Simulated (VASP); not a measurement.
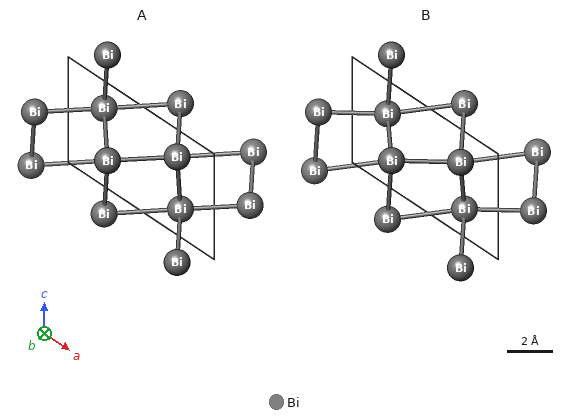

Two geometries of crystalline Bi (set up in P-1), drawn at one scale. One is the start of a relaxation, the other its converged end. The picture is a ball-and-stick view of the conventional cell (2 times the calculation's cell), seen along the b axis. Lengths and directions refer to the drawn axes.

All numbers below come from Kohn-Sham DFT of a periodic cell, BEEF-vdW, VASP PAW PBE potentials, recommended, release 54 in VASP 6.6.1. Settings: plane-wave cutoff 520 eV; k-point mesh 7 × 7 × 7; occupations methfessel-paxton; smearing width 0.1 eV; no spin polarisation.

Question: Which one is relaxed?

Answer: Structure B is the relaxed one. The run lets the atoms move in a fixed cell, from a rattled start. 1 atoms are held fixed. The largest move is that of a Bi atom, 0.25 Å roughly along −c. The cell stays as it was. Some distances before and after: Bi–Bi 3.279 → 3.478 Å, Bi–Bi 3.281 → 3.095 Å, Bi–Bi 3.316 → 3.480 Å, Bi–Bi 3.243 → 3.092 Å. Bond angles that change, for instance: Bi–Bi–Bi 178.9° → 171.0°, Bi–Bi–Bi 88.1° → 94.3°, Bi–Bi–Bi 86.9° → 81.4°. The space group (tolerance 0.01 Å) goes from P-1 (No. 2) to R-3m (No. 166). The energy falls by 26.3 meV per atom in 14 geometry steps. The largest force component goes from 0.24 to 0.0031 eV/Å. It ran on 1 thread of AMD EPYC 9R45 96-Core Processor (Zen 5), on a shared host.
